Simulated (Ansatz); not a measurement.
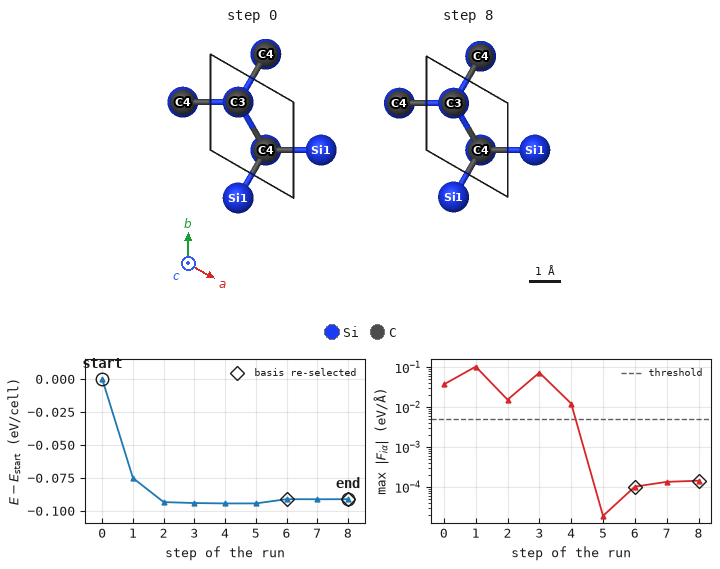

First and last geometry of a relaxation of solid SiC (a generated structure, set up in P6_3mc), with the history of the run. The picture is a ball-and-stick view of the cell of the calculation, seen along the c axis.

Case: cell and atoms relaxed from a first guess.

The calculation used Ansatz, DFT, PBE, PAW with Ansatz's default frozen-core files, scalar-relativistic.

Input
```yaml
crystal:
  lattice:
    - [3.1588556782, 0.0, 0.0]
    - [-1.5794278391, 2.7356492642, 0.0]
    - [0.0, 0.0, 5.1489347554]
  atoms:
    - { symbol: Si, position: [0.3333333333, 0.6666666667, 0.0] }
    - { symbol: Si, position: [0.6666666667, 0.3333333333, 0.5] }
    - { symbol: C, position: [0.3333333333, 0.6666666667, 0.376] }
    - { symbol: C, position: [0.6666666667, 0.3333333333, 0.876] }
kpoints:
  mp_grid: { grid: [13, 13, 7] }
scf:
  occupations: { method: fermi_dirac, width: 0.08 }
hamiltonian:
  xc: pbe
  pseudopotentials: { kind: paw }
output:
  forces: true
  stress: true
relax:
  f_tol: 0.005
  max_steps: 80
  cell: {}
```

What do the curves and the structures tell?

Answer. It converged. Over 6 accepted moves (8 points after the start) the energy falls by 91.1 meV per cell of the calculation. Largest force component: 0.038 eV/Å at the start, 0.00014 eV/Å at the end. The pressure goes from −10.94 to 0.00 GPa. The SCF was repeated twice at an unchanged geometry on a basis and grid sized afresh for the cell, which shifted the energy by 3.2 meV per cell of the calculation at most. No atom moves by more than 0.005 Å relative to the cell. Cell: a = b 3.159 → 3.092 Å (−2.1 %), c 5.149 → 5.074 Å (−1.4 %). Volume −5.6 %. Near-neighbour distances that change, for instance: Si1–C4 1.932 → 1.893 Å, Si1–C3 1.936 → 1.907 Å. The space group stays P6_3mc (No. 186). The run took of the order of 30 core-seconds on a shared host.

| step | E − E(0), meV/atom | largest force component, eV/Å | pressure, GPa | volume, Å³/atom | note |
| --- | --- | --- | --- | --- | --- |
| 0 | 0.00 | 0.0375 | -10.94 | 11.124 |  |
| 1 | -18.76 | 0.1047 | -5.00 | 10.769 |  |
| 2 | -23.32 | 0.0155 | 0.91 | 10.465 |  |
| 3 | -23.50 | 0.0741 | 0.10 | 10.505 |  |
| 4 | -23.57 | 0.0124 | 0.06 | 10.507 |  |
| 5 | -23.57 | 0.0000 | 0.00 | 10.510 |  |
| 6 | -22.77 | 0.0001 | -0.14 | 10.510 | same geometry, new basis |
| 7 | -22.78 | 0.0001 | 0.00 | 10.503 |  |
| 8 | -22.77 | 0.0001 | 0.00 | 10.503 | same geometry, new basis |
